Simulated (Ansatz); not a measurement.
System: HfO₃, space group P2_1/m (No. 11) (cell built by us, not taken from a database).

Input file:
```
crystal:
  lattice:
    - [4.0844452609, 0.0, 0.0490195706]
    - [0.0, 3.2383576773, 0.0]
    - [-0.8697825272, 0.0, 7.8487562416]
  atoms:
    - { symbol: Hf, position: [0.2780131998, 0.75, 0.6478735618] }
    - { symbol: Hf, position: [0.7219868002, 0.25, 0.3521264382] }
    - { symbol: O, position: [0.8773455394, 0.75, 0.2010264749] }
    - { symbol: O, position: [0.1226544606, 0.25, 0.7989735251] }
    - { symbol: O, position: [0.2420917323, 0.25, 0.4579619055] }
    - { symbol: O, position: [0.7579082677, 0.75, 0.5420380945] }
    - { symbol: O, position: [0.4903536051, 0.25, 0.7994497701] }
    - { symbol: O, position: [0.5096463949, 0.75, 0.2005502299] }
basis:
  ecutwfc: 420
kpoints:
  mp_grid: { grid: [6, 8, 4] }
hamiltonian:
  xc: pbe
scf:
  occupations: { method: fixed }
output:
  eigenvalues: true
phonons:
  method: dfpt
  dielectric: true
  rigid_motions: translations
  eigenvectors: true
```

Command:
```bash
ansatz run input.yaml --threads 4 --pin off --max-ram 12288MiB --backend cpu --events-out ev --progress --plain --runs-dir out
```

Method: optical phonons of an insulator on the approach to the zone centre along x, y and z with the field of polar modes, imaginary frequencies are negative, field response on a mesh refined by the program; plane waves with PAW datasets (Ansatz 0.2.0). Level: PBE, no spin polarisation.

wave cutoff 420 eV; k mesh 6×8×4; occupations fixed; pressure 0 GPa.

What does the calculation give for the polar optical modes, transverse and longitudinal, for each direction of approach to the zone centre?

Along x the polar lines lie at 320.3, 380.8, 403.7, 547.5, 574.7 cm⁻¹; along y the polar lines lie at 382.8, 403.7, 560.7, 574.7 cm⁻¹; along z the polar lines lie at 320.3, 380.8, 382.8, 439.6, 601.4, 881.2 cm⁻¹ (lines above 2 % of the strongest).

```json
{"at": "x", "frequency (cm⁻¹)": "98.1", "dipole strength ((D/Å)²/amu)": "0"}
{"at": "x", "frequency (cm⁻¹)": "104.5", "dipole strength ((D/Å)²/amu)": "0"}
{"at": "x", "frequency (cm⁻¹)": "164.7", "dipole strength ((D/Å)²/amu)": "0"}
{"at": "x", "frequency (cm⁻¹)": "170.6", "dipole strength ((D/Å)²/amu)": "0.108"}
{"at": "x", "frequency (cm⁻¹)": "174.7", "dipole strength ((D/Å)²/amu)": "0"}
{"at": "x", "frequency (cm⁻¹)": "320.3", "dipole strength ((D/Å)²/amu)": "36.7"}
{"at": "x", "frequency (cm⁻¹)": "351.7", "dipole strength ((D/Å)²/amu)": "0.002"}
{"at": "x", "frequency (cm⁻¹)": "354.8", "dipole strength ((D/Å)²/amu)": "0"}
{"at": "x", "frequency (cm⁻¹)": "364.1", "dipole strength ((D/Å)²/amu)": "0"}
{"at": "x", "frequency (cm⁻¹)": "380.8", "dipole strength ((D/Å)²/amu)": "5.48"}
{"at": "x", "frequency (cm⁻¹)": "403.7", "dipole strength ((D/Å)²/amu)": "4.64"}
{"at": "x", "frequency (cm⁻¹)": "413.5", "dipole strength ((D/Å)²/amu)": "0"}
{"at": "x", "frequency (cm⁻¹)": "416.2", "dipole strength ((D/Å)²/amu)": "0.045"}
{"at": "x", "frequency (cm⁻¹)": "419.4", "dipole strength ((D/Å)²/amu)": "0"}
{"at": "x", "frequency (cm⁻¹)": "450.2", "dipole strength ((D/Å)²/amu)": "0"}
{"at": "x", "frequency (cm⁻¹)": "484.2", "dipole strength ((D/Å)²/amu)": "0"}
{"at": "x", "frequency (cm⁻¹)": "547.5", "dipole strength ((D/Å)²/amu)": "26.6"}
{"at": "x", "frequency (cm⁻¹)": "574.7", "dipole strength ((D/Å)²/amu)": "3.38"}
{"at": "x", "frequency (cm⁻¹)": "581.0", "dipole strength ((D/Å)²/amu)": "0"}
{"at": "x", "frequency (cm⁻¹)": "877.4", "dipole strength ((D/Å)²/amu)": "0.771"}
{"at": "x", "frequency (cm⁻¹)": "880.9", "dipole strength ((D/Å)²/amu)": "0"}
{"at": "y", "frequency (cm⁻¹)": "98.1", "dipole strength ((D/Å)²/amu)": "0"}
{"at": "y", "frequency (cm⁻¹)": "104.5", "dipole strength ((D/Å)²/amu)": "0"}
{"at": "y", "frequency (cm⁻¹)": "164.7", "dipole strength ((D/Å)²/amu)": "0"}
{"at": "y", "frequency (cm⁻¹)": "166.3", "dipole strength ((D/Å)²/amu)": "0.566"}
{"at": "y", "frequency (cm⁻¹)": "174.7", "dipole strength ((D/Å)²/amu)": "0"}
{"at": "y", "frequency (cm⁻¹)": "351.7", "dipole strength ((D/Å)²/amu)": "0"}
{"at": "y", "frequency (cm⁻¹)": "354.8", "dipole strength ((D/Å)²/amu)": "0"}
{"at": "y", "frequency (cm⁻¹)": "364.1", "dipole strength ((D/Å)²/amu)": "0"}
{"at": "y", "frequency (cm⁻¹)": "372.0", "dipole strength ((D/Å)²/amu)": "0.279"}
{"at": "y", "frequency (cm⁻¹)": "382.8", "dipole strength ((D/Å)²/amu)": "25.8"}
{"at": "y", "frequency (cm⁻¹)": "403.7", "dipole strength ((D/Å)²/amu)": "4.65"}
{"at": "y", "frequency (cm⁻¹)": "413.5", "dipole strength ((D/Å)²/amu)": "0"}
{"at": "y", "frequency (cm⁻¹)": "416.8", "dipole strength ((D/Å)²/amu)": "0.422"}
{"at": "y", "frequency (cm⁻¹)": "419.4", "dipole strength ((D/Å)²/amu)": "0"}
{"at": "y", "frequency (cm⁻¹)": "450.2", "dipole strength ((D/Å)²/amu)": "0"}
{"at": "y", "frequency (cm⁻¹)": "484.2", "dipole strength ((D/Å)²/amu)": "0"}
{"at": "y", "frequency (cm⁻¹)": "560.7", "dipole strength ((D/Å)²/amu)": "41.9"}
{"at": "y", "frequency (cm⁻¹)": "574.7", "dipole strength ((D/Å)²/amu)": "3.37"}
{"at": "y", "frequency (cm⁻¹)": "581.0", "dipole strength ((D/Å)²/amu)": "0"}
{"at": "y", "frequency (cm⁻¹)": "877.4", "dipole strength ((D/Å)²/amu)": "0.771"}
{"at": "y", "frequency (cm⁻¹)": "880.9", "dipole strength ((D/Å)²/amu)": "0"}
{"at": "z", "frequency (cm⁻¹)": "98.1", "dipole strength ((D/Å)²/amu)": "0"}
{"at": "z", "frequency (cm⁻¹)": "104.5", "dipole strength ((D/Å)²/amu)": "0"}
{"at": "z", "frequency (cm⁻¹)": "164.7", "dipole strength ((D/Å)²/amu)": "0"}
{"at": "z", "frequency (cm⁻¹)": "166.3", "dipole strength ((D/Å)²/amu)": "0.566"}
{"at": "z", "frequency (cm⁻¹)": "174.7", "dipole strength ((D/Å)²/amu)": "0"}
{"at": "z", "frequency (cm⁻¹)": "320.3", "dipole strength ((D/Å)²/amu)": "36.7"}
{"at": "z", "frequency (cm⁻¹)": "351.7", "dipole strength ((D/Å)²/amu)": "0.002"}
{"at": "z", "frequency (cm⁻¹)": "354.8", "dipole strength ((D/Å)²/amu)": "0"}
{"at": "z", "frequency (cm⁻¹)": "364.1", "dipole strength ((D/Å)²/amu)": "0"}
{"at": "z", "frequency (cm⁻¹)": "380.8", "dipole strength ((D/Å)²/amu)": "5.48"}
{"at": "z", "frequency (cm⁻¹)": "382.8", "dipole strength ((D/Å)²/amu)": "25.8"}
{"at": "z", "frequency (cm⁻¹)": "413.5", "dipole strength ((D/Å)²/amu)": "0"}
{"at": "z", "frequency (cm⁻¹)": "416.7", "dipole strength ((D/Å)²/amu)": "0.413"}
{"at": "z", "frequency (cm⁻¹)": "419.4", "dipole strength ((D/Å)²/amu)": "0"}
{"at": "z", "frequency (cm⁻¹)": "439.6", "dipole strength ((D/Å)²/amu)": "3.12"}
{"at": "z", "frequency (cm⁻¹)": "450.2", "dipole strength ((D/Å)²/amu)": "0"}
{"at": "z", "frequency (cm⁻¹)": "484.2", "dipole strength ((D/Å)²/amu)": "0"}
{"at": "z", "frequency (cm⁻¹)": "581.0", "dipole strength ((D/Å)²/amu)": "0"}
```
(the first 60 of 63 rows)

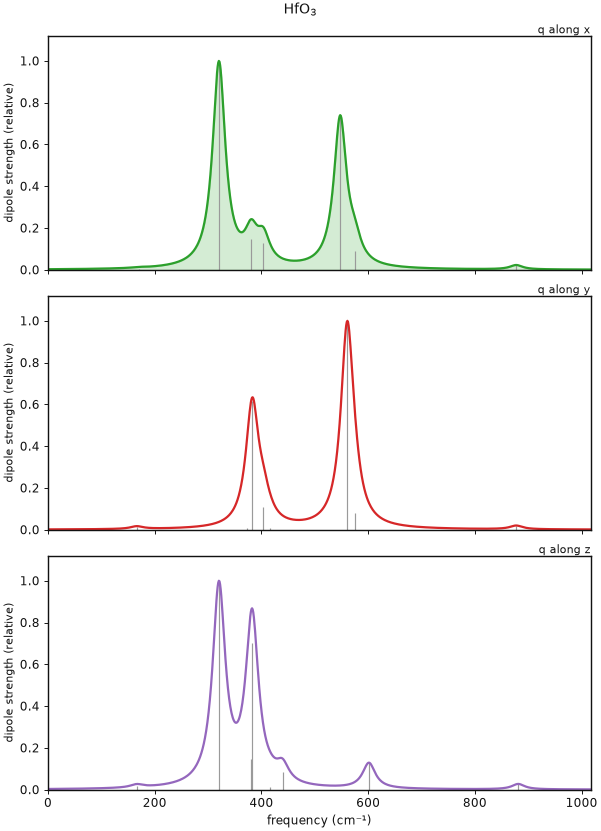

Lines are broadened by Lorentzians of 29 cm⁻¹ full width; each panel is scaled to its strongest line.

Caveats: weakly bound, no dispersion correction.
